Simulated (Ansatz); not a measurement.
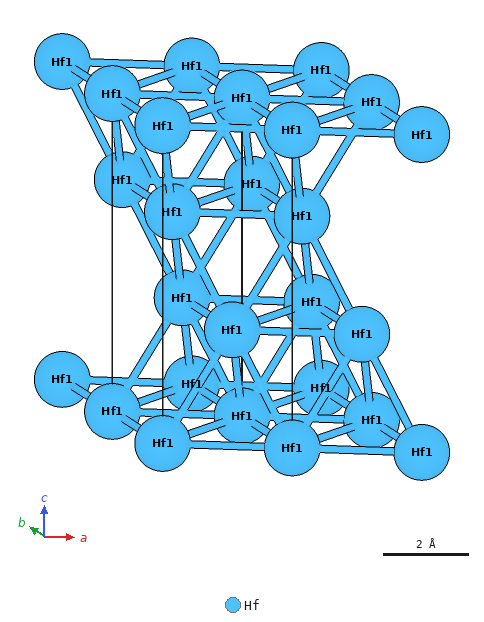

*The input geometry (ball-and-stick view of the cell 3 times as large as that of the calculation, set on its symmetry axes, repeated 2 × 2 × 1, seen slightly off an axis; atoms are numbered from 1 in the order of the input). An atom can appear more than once, as a periodic image.*

Near neighbours in the periodic cell (some may lie outside the picture): Hf has 12 Hf at 3.11 to 3.17 Å.

# Run report: Hf, band-structure calculation

System: Hf (R-3m, 1 atom in the cell).
Method: DFT, PBEsol, all-electron LAPW, scalar-relativistic, no spin polarisation (Ansatz 0.2.0).

The structure derives from an entry of the Crystallography Open Database. It belongs to a series of runs on one base structure; here: equal xy, yz and zx shear strains of +2 %. Figures and captions count atoms from 1; the log counts them from 0 in places.

Input file
```yaml
crystal:
  lattice:
    - [0.0444, 2.2422, 2.2422]
    - [2.2422, 0.0444, 2.2422]
    - [2.2422, 2.2422, 0.0444]
  atoms:
    - { symbol: Hf, position: [0.0, 0.0, 0.0] }
kpoints:
  mp_grid: { grid: [16, 16, 16] }
  band_path:
    path:
      - [0.0, 0.0, 0.0]
      - [0.5, 0.5, 0.5]
      - [0.2451701269, 0.5, 0.7548298731]
      - [-0.2451701269, 0.2451701269, 0.5]
      - [0.0, 0.0, 0.5]
      - [0.0, 0.0, 0.0]
      - [-0.3725850634, 0.0, 0.3725850634]
      - [0.0, 0.3725850634, 0.6274149366]
      - [0.0, 0.5, 0.5]
    npoints: 5
scf:
  occupations: { method: fermi_dirac, width: 0.03 }
hamiltonian:
  xc: pbesol
  pseudopotentials: { kind: all_electron, lapw: { basis_error: 0.00025 } }
output:
  forces: true
  stress: true
  eigenvalues: true
```

Machine: 1 thread of Intel Xeon (Granite Rapids), 64 GiB of memory available, shared host.

Command:
```bash
ansatz run input.yaml --threads 1 --pin off --max-ram 3072MiB --backend cpu --events-out ev --progress --plain --runs-dir out
```

The program's output
```
LAPW: plane waves up to 8.145 Å⁻¹, error target 2.5e-4 eV per atom; small_component_spin mean_spin; Hf in spheres of 1.554 Å, 36 of its electrons in bands, Dirac shells [] (how accurate: hamiltonian.pseudopotentials.lapw.basis_error, Limitations)
Engine: ansatz 0.2.0, x86_64-unknown-linux-gnu
Pseudopotentials: kind: all_electron
Pseudopotential: Hf, LAPW, valence charge 36, lapw/all_electron/scalar/gaussian/Hf, Koelling and Harmon's equation, gaussian nucleus
Functional definition: PBEsol
  exchange = pbesol_x
  correlation = pbesol_c
Crystal: 1 atoms, lattice volume = 21.876 Å³
Basis set: ecut = 252.74943361533133 eV, 181 PW (Γ), exchange–correlation at level 2
Bands: 22, of which v1, the nominal top of the filled ones, is band 18 counted from 1 (17 counted from 0)
Symmetry: 12 space group operations
Space group: R-3m (ITA 166), of the structure as read, at distance tolerance 2.8e-5 Å
k-points: 417 of 4096
Non-local potential: Hf, projectors of the file, none
Initial density: superposition of atomic densities (chi_scale 0.1, normalization cell)
Initial wavefunctions: plane waves of lowest kinetic energy (no species holds an atomic orbital)
Functional: x = pbesol(κ = 0.804, μ = 0.12345679012345678), c = pbesol(β = 0.046)
iter 1 solved again at ethr=1.62e-4 eV; its pass at ethr=1.00e-1 eV (dr2=5.83e-2 eV) is discarded
SCF iter   1: F=—  HF=-410126.967632 eV  |F-HF|=—  |Δ(HF+E_count)|=         —  Δρ=1.93e-2  dr2=5.86e-2  ethr=1.62e-4  ⟨swp⟩=2.9  Hψ=58511  notcnv=0
preconditioner: auto → Kerker (q_TF=auto, 2.964 Å⁻¹)  [metal: Δε(μ)=0.002 eV  Ē_g=17.919 eV  σ=0.030 eV  W_gap=0.01  n_scr=14 (ndim 8)  ℏωp=38.9 eV  f_vac=0.000  D(μ)=1.92/eV (n_scr^D=20)]
SCF iter   2: F=—  HF=-410126.877038 eV  |F-HF|=—  |Δ(HF+E_count)|=   9.06e-2  Δρ=1.08e-2  dr2=2.08e-2  ethr=1.62e-4  ⟨swp⟩=2.0  Hψ=29196  notcnv=0
SCF iter   3: F=—  HF=-410126.861618 eV  |F-HF|=—  |Δ(HF+E_count)|=   1.54e-2  Δρ=7.96e-3  dr2=1.25e-2  ethr=5.78e-5  ⟨swp⟩=2.0  Hψ=27584  notcnv=0
SCF iter   4: F=—  HF=-410126.856055 eV  |F-HF|=—  |Δ(HF+E_count)|=         —  Δρ=4.28e-3  dr2=4.27e-3  ethr=3.46e-5  ⟨swp⟩=2.0  Hψ=27560  notcnv=0
the basis was enlarged: its passes take 496.0 KiB over the memory plan, 1 of 1 planned eigensolver slots
iter 5 solved again at ethr=1.16e-6 eV; its pass at ethr=1.19e-5 eV (dr2=4.16e-4 eV) is discarded
SCF iter   5: F=—  HF=-410126.856486 eV  |F-HF|=—  |Δ(HF+E_count)|=   4.32e-4  Δρ=1.18e-3  dr2=4.16e-4  ethr=1.16e-6  ⟨swp⟩=2.0  Hψ=46074  notcnv=0
SCF iter   6: F=—  HF=-410126.856526 eV  |F-HF|=—  |Δ(HF+E_count)|=   3.94e-5  Δρ=3.46e-4  dr2=2.34e-5  ethr=1.16e-6  ⟨swp⟩=2.0  Hψ=27584  notcnv=0
SCF iter   7: F=—  HF=-410126.856524 eV  |F-HF|=—  |Δ(HF+E_count)|=   1.17e-6  Δρ=7.02e-5  dr2=9.73e-7  ethr=6.50e-8  ⟨swp⟩=2.0  Hψ=27586  notcnv=0
SCF iter   8: F=-410126.856524 eV  HF=-410126.856524 eV  |F-HF|=1.79e-8  |Δ(HF+E_count)|=   9.31e-8  Δρ=1.05e-5  dr2=2.36e-8  ethr=2.70e-9  ⟨swp⟩=2.0  Hψ=27586  notcnv=0
SCF 1 converged in 8 iterations: F = -410126.856524 eV  dr2 = 2.36e-8
```

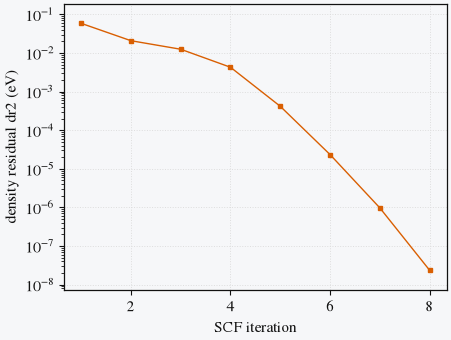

*Convergence of the self-consistent field: density residual dr2 against the SCF iteration.*

The residual falls at every step.

```
NSCF: frozen V_eff on 41 k-points
SCF converged after 8 iterations
Free energy (F): -410126.856524 eV
Harris-Foulkes:  -410126.856524 eV  (|F-HF|=1.79e-8)
Internal energy: -410126.850975 eV  (E = F + TS)
E sigma→0 (E₀):  -410126.853750 eV
Entropy (-TS):   -0.005549 eV (-5.549 meV/atom)
Fermi energy:    20.388456 eV
--- Per-component energies (eV) ---
  E_band       = -1749.461123
  E_kinetic    = 456301.747064
  E_xc         = -8290.769613
  E_electrostatic = -858137.828426  (all electrons and nuclei)
  E_smearing   = -0.005549  (= −TS)
  E_closure    = 0.000000  (closes the sum)
  E_atoms      = -410119.037880  (free atoms, spherical and without spin; not in F)
  Σ components = -410126.856524   (vs F -410126.856524, Δ=0.00e0)
  Basis errors (estimates in eV, not in F): energy 5.3e-5 per atom: plane waves 4.4e-5 (2.3e-5 summed), levels above the bands 2.2e-122, relativity 5.4e-9, radial functions 8.0e-6, core shells 2.3e-7; eigenvalues (radial functions only) 1.8e-7; not estimated: angular momenta, meshes, grids; target (lapw.basis_error) 2.5e-4; muffin-tin radii Hf 1.554 Å
--- Forces (eV/Å), atoms counted from 1 ---
  atom   1  Hf     0.00000000     0.00000000    -0.00000000
  max |Σ_I F_I| component: 4.93e-32 eV/Å
--- Stress (GPa, compression-positive) ---
       -1.491382      -1.177387      -1.177387
       -1.177387      -1.491382      -1.177387
       -1.177387      -1.177387      -1.491382
  P = ⅓ Tr σ = -1.4914 GPa (-14.914 kbar)
--- Band table (eV; the first three rows and the last of 417) ---
  k-point 0: bands = ["-180.4905", "-180.4905", "-180.4786", "-180.4786", "-180.4758", "-41.2508", "-9.5298", "-9.4802", "-9.4802", "8.7757", "8.7960", "8.8028", "8.8028", "8.8778", "8.8778", "8.8803", "13.1001", "21.4553", "21.9180", "21.9180", "24.6499", "24.6499"]
  k-point 1: bands = ["-180.4905", "-180.4905", "-180.4786", "-180.4786", "-180.4758", "-41.2481", "-9.5397", "-9.5115", "-9.4855", "8.7781", "8.7973", "8.8026", "8.8044", "8.8748", "8.8764", "8.8785", "13.2430", "21.4988", "21.7947", "21.9987", "24.5612", "24.5708"]
  k-point 2: bands = ["-180.4905", "-180.4905", "-180.4786", "-180.4786", "-180.4758", "-41.2402", "-9.6276", "-9.5398", "-9.5005", "8.7844", "8.7985", "8.8049", "8.8090", "8.8666", "8.8678", "8.8785", "13.6561", "21.3306", "21.7612", "22.2043", "24.3703", "24.4013"]
  k-point 416: bands = ["-180.4905", "-180.4905", "-180.4786", "-180.4786", "-180.4758", "-41.1900", "-10.3516", "-9.5795", "-9.5795", "8.7694", "8.8051", "8.8051", "8.8484", "8.8520", "8.8520", "8.8826", "16.5846", "20.8253", "21.6363", "21.6363", "26.7495", "26.7495"]
```

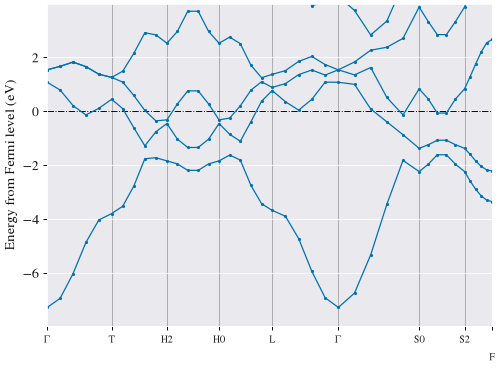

*Band structure along Γ–T–H2–H0–L–Γ–S0–S2–F, with energies from the Fermi level.*

Bands cross the Fermi level: a metal at this level of theory.

Key numbers

```json
{"quantity": "outcome", "value": "converged"}
{"quantity": "space group (tolerance 0.01 Å)", "value": "R-3m (166)"}
{"quantity": "electrons in bands (core shells apart)", "value": "36"}
{"quantity": "free energy", "value": "−410126.8565 eV"}
{"quantity": "Fermi energy", "value": "20.388 eV"}
{"quantity": "pressure", "value": "−1.49 GPa"}
{"quantity": "electronic character", "value": "metal"}
{"quantity": "largest force (length of the vector)", "value": "under 0.001 eV/Å"}
{"quantity": "wall time", "value": "32 s"}
{"quantity": "peak memory", "value": "0.76 GiB"}
```

Remarks

Spin–orbit coupling is left out, which matters for Hf.
